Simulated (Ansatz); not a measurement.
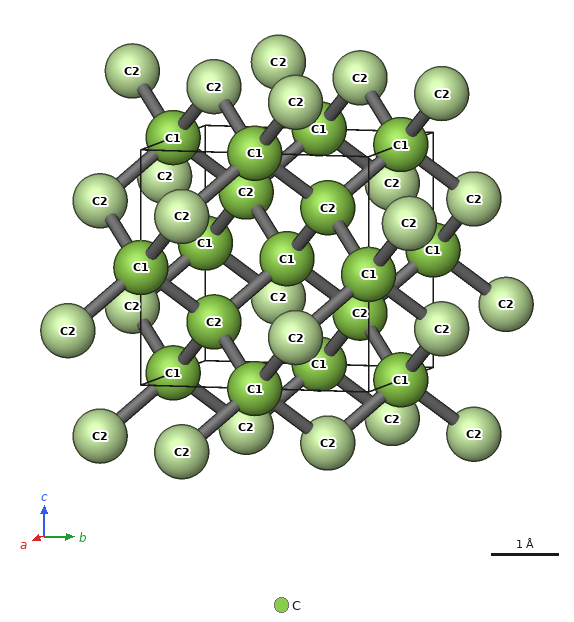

Fig. 1: The structure (ball-and-stick view of the cell 4 times as large as that of the calculation, set on its symmetry axes, seen slightly off an axis; neighbours outside the cell are drawn fainter; atoms are numbered from 1 in the order of the input). Near neighbours in the crystal (not all of them lie inside the picture): C has 4 C at 1.54 Å.

# C: a changed input and its effect

System: C (Fd-3m, 2 atoms in the cell).
Method of run A: DFT, PBE, PAW, plane waves, scalar-relativistic, no spin polarisation (Ansatz 0.2.0).

The structure derives from an entry of the Crystallography Open Database. Text and figures count atoms from 1; the logs count them from 0 in places.

Input file, run A:
```yaml
crystal:
  lattice:
    - [0.0, 1.78339, 1.78339]
    - [1.78339, 0.0, 1.78339]
    - [1.78339, 1.78339, 0.0]
  atoms:
    - { symbol: C, position: [0.5, 0.5, 0.5] }
    - { symbol: C, position: [0.75, 0.75, 0.75] }
hamiltonian:
  xc: pbe
  pseudopotentials: { kind: paw }
basis:
  ecutwfc: 420
kpoints:
  mp_grid: { grid: [14, 14, 14] }
scf:
  occupations: { method: fermi_dirac, width: 0.1 }
  lower_state_search: "off"
output:
  forces: true
  stress: true
```

Command:
```bash
ansatz run input.yaml --threads 2 --pin off --max-ram 5120MiB --backend cpu --events-out ev --progress --plain --runs-dir out
```

Hardware: 2 threads of Intel Xeon (Granite Rapids), 32 GiB of memory available, shared host.

Output, shortened to warnings, some set-up lines, iterations and results (run A):
```
Basis set: ecut = 420 eV, 229 PW (Γ), exchange–correlation on 36×36×36 points (8 copies of the dense FFT grid, shifted against one another)
Symmetry: 48 space group operations
k-points: 104 of 2744
Initial density: superposition of atomic densities (neutral atoms: chi_scale 0, normalization atom), corrected by the library's trained network
[...]
SCF iter   1: F=—  HF=-501.615303 eV  |F-HF|=—  |Δ(HF+E_count)|=         —  Δρ=1.76e-3  dr2=9.07e-5  ethr=1.77e-3  ⟨swp⟩=4.6  Hψ=5355  notcnv=0
SCF iter   2: F=—  HF=-501.615413 eV  |F-HF|=—  |Δ(HF+E_count)|=   1.10e-4  Δρ=9.06e-4  dr2=2.53e-5  ethr=1.13e-6  ⟨swp⟩=2.0  Hψ=2040  notcnv=0
SCF iter   3: F=—  HF=-501.615466 eV  |F-HF|=—  |Δ(HF+E_count)|=   5.23e-5  Δρ=1.42e-4  dr2=1.49e-6  ethr=3.17e-7  ⟨swp⟩=2.1  Hψ=1232  notcnv=0
SCF iter   4: F=—  HF=-501.615465 eV  |F-HF|=—  |Δ(HF+E_count)|=   4.90e-7  Δρ=6.42e-5  dr2=2.70e-7  ethr=1.86e-8  ⟨swp⟩=1.1  Hψ=860  notcnv=0
SCF iter   5: F=-501.615465 eV  HF=-501.615465 eV  |F-HF|=1.54e-10  |Δ(HF+E_count)|=   3.99e-8  Δρ=4.99e-6  dr2=1.22e-9  ethr=3.37e-9  ⟨swp⟩=2.5  Hψ=1238  notcnv=0
SCF iter   6: F=-501.615465 eV  HF=-501.615465 eV  |F-HF|=7.28e-12  |Δ(HF+E_count)|=  3.64e-12  Δρ=5.98e-7  dr2=1.28e-11  ethr=1.53e-11  ⟨swp⟩=1.3  Hψ=2505  notcnv=0
SCF 1 converged in 6 iterations: F = -501.615465 eV  dr2 = 1.28e-11
SCF converged after 6 iterations
Free energy (F): -501.615465 eV
Harris-Foulkes:  -501.615465 eV  (|F-HF|=7.28e-12)
Internal energy: -501.615465 eV  (E = F + TS)
E sigma→0 (E₀):  -501.615465 eV
Fermi energy:    15.356070 eV
--- Per-component energies (eV) ---
  E_band       = 34.703294
  E_kinetic    = 184.533759
  E_local      = -122.402092  (includes V_loc(G=0)·N_el)
  E_nonlocal   = 53.315544
  E_hartree    = 26.768865
  E_xc         = -97.430938
  E_vxc        = -120.956502  (∫ρ·V_xc dr)
  E_paw        = -198.443160  (= ΣΔE_a)
  E_vpaw       = -13.325143  (= ΣTr[D̂ρ^β])
  E_aug_tail   = 0.000018  (compensation charges beyond the density's cutoff)
  E_ewald      = -347.957461
  E_smearing   = -0.000000  (= −TS)
  E_closure    = 0.000000  (closes the sum)
  Σ components = -501.615465   (vs F -501.615465, Δ=0.00e0)
--- Forces (eV/Å), atoms counted from 1 ---
  atom   1  C      0.00000000     0.00000000    -0.00000000
  atom   2  C     -0.00000000     0.00000000     0.00000000
  max |Σ_I F_I| component: 5.09e-17 eV/Å
--- Stress (GPa, compression-positive) ---
        1.760550      -0.000000      -0.000000
        0.000000       1.760550      -0.000000
        0.000000      -0.000000       1.760550
  P = ⅓ Tr σ = 1.7606 GPa (17.606 kbar)
```

The input of run B differs as follows (lines with − go, lines with + come):
```diff
-  mp_grid: { grid: [14, 14, 14] }
+  mp_grid: { grid: [7, 7, 7] }
+  max_iter: 60
```

Predict how the results change.

The free energy of run B is 1.2 meV per atom higher, which comes mainly from the change of mesh; a solver setting shouldn't move a converged energy. The number of SCF iterations is the same. The irreducible k-points go from 104 to 20.

Output, shortened to warnings, some set-up lines, iterations and results (run B):
```
Basis set: ecut = 420 eV, 229 PW (Γ), exchange–correlation on 36×36×36 points (8 copies of the dense FFT grid, shifted against one another)
Symmetry: 48 space group operations
k-points: 20 of 343
Initial density: superposition of atomic densities (neutral atoms: chi_scale 0, normalization atom), corrected by the library's trained network
[...]
SCF iter   1: F=—  HF=-501.612827 eV  |F-HF|=—  |Δ(HF+E_count)|=         —  Δρ=1.78e-3  dr2=1.04e-4  ethr=1.77e-3  ⟨swp⟩=4.6  Hψ=1029  notcnv=0
SCF iter   2: F=—  HF=-501.612943 eV  |F-HF|=—  |Δ(HF+E_count)|=   1.15e-4  Δρ=9.13e-4  dr2=2.81e-5  ethr=1.29e-6  ⟨swp⟩=2.1  Hψ=388  notcnv=0
SCF iter   3: F=—  HF=-501.612990 eV  |F-HF|=—  |Δ(HF+E_count)|=   4.69e-5  Δρ=1.41e-4  dr2=1.45e-6  ethr=3.51e-7  ⟨swp⟩=2.1  Hψ=237  notcnv=0
SCF iter   4: F=—  HF=-501.612989 eV  |F-HF|=—  |Δ(HF+E_count)|=   5.00e-7  Δρ=6.11e-5  dr2=2.32e-7  ethr=1.81e-8  ⟨swp⟩=1.6  Hψ=190  notcnv=0
SCF iter   5: F=-501.612989 eV  HF=-501.612989 eV  |F-HF|=1.67e-10  |Δ(HF+E_count)|=   1.64e-8  Δρ=2.88e-6  dr2=3.76e-10  ethr=2.90e-9  ⟨swp⟩=2.5  Hψ=237  notcnv=0
SCF iter   6: F=-501.612989 eV  HF=-501.612989 eV  |F-HF|=8.13e-12  |Δ(HF+E_count)|=  2.40e-10  Δρ=2.78e-7  dr2=2.67e-12  ethr=4.70e-12  ⟨swp⟩=1.1  Hψ=471  notcnv=0
SCF 1 converged in 6 iterations: F = -501.612989 eV  dr2 = 2.67e-12
SCF converged after 6 iterations
Free energy (F): -501.612989 eV
Harris-Foulkes:  -501.612989 eV  (|F-HF|=8.13e-12)
Internal energy: -501.612989 eV  (E = F + TS)
E sigma→0 (E₀):  -501.612989 eV
Fermi energy:    15.387574 eV
--- Per-component energies (eV) ---
  E_band       = 34.713293
  E_kinetic    = 184.552198
  E_local      = -122.422889  (includes V_loc(G=0)·N_el)
  E_nonlocal   = 53.314961
  E_hartree    = 26.776840
  E_xc         = -97.429344
  E_vxc        = -120.954386  (∫ρ·V_xc dr)
  E_paw        = -198.447312  (= ΣΔE_a)
  E_vpaw       = -13.330289  (= ΣTr[D̂ρ^β])
  E_aug_tail   = 0.000018  (compensation charges beyond the density's cutoff)
  E_ewald      = -347.957461
  E_smearing   = -0.000000  (= −TS)
  E_closure    = -0.000000  (closes the sum)
  Σ components = -501.612989   (vs F -501.612989, Δ=0.00e0)
--- Forces (eV/Å), atoms counted from 1 ---
  atom   1  C      0.00000000     0.00000000     0.00000000
  atom   2  C      0.00000000     0.00000000     0.00000000
  max |Σ_I F_I| component: 7.86e-17 eV/Å
--- Stress (GPa, compression-positive) ---
        1.781576      -0.000000       0.000000
        0.000000       1.781576      -0.000000
        0.000000      -0.000000       1.781576
  P = ⅓ Tr σ = 1.7816 GPa (17.816 kbar)
```

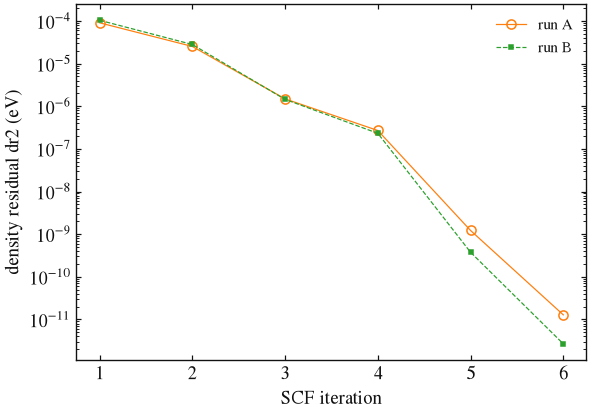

Fig. 2: Convergence of the two runs: density residual dr2 against the SCF iteration. Run A takes 6 iterations in all, and run B takes 6.

The two runs side by side:

| quantity | run A | run B |
| --- | --- | --- |
| outcome | converged | converged |
| free energy per atom (eV) | −250.8077 | −250.8065 |
| pressure (GPa) | 1.76 | 1.78 |
| largest force (eV/Å) | 0.000 | 0.000 |
| SCF iterations | 6 | 6 |
| irreducible k-points | 104 | 20 |
| plane waves at Γ | 229 | 229 |
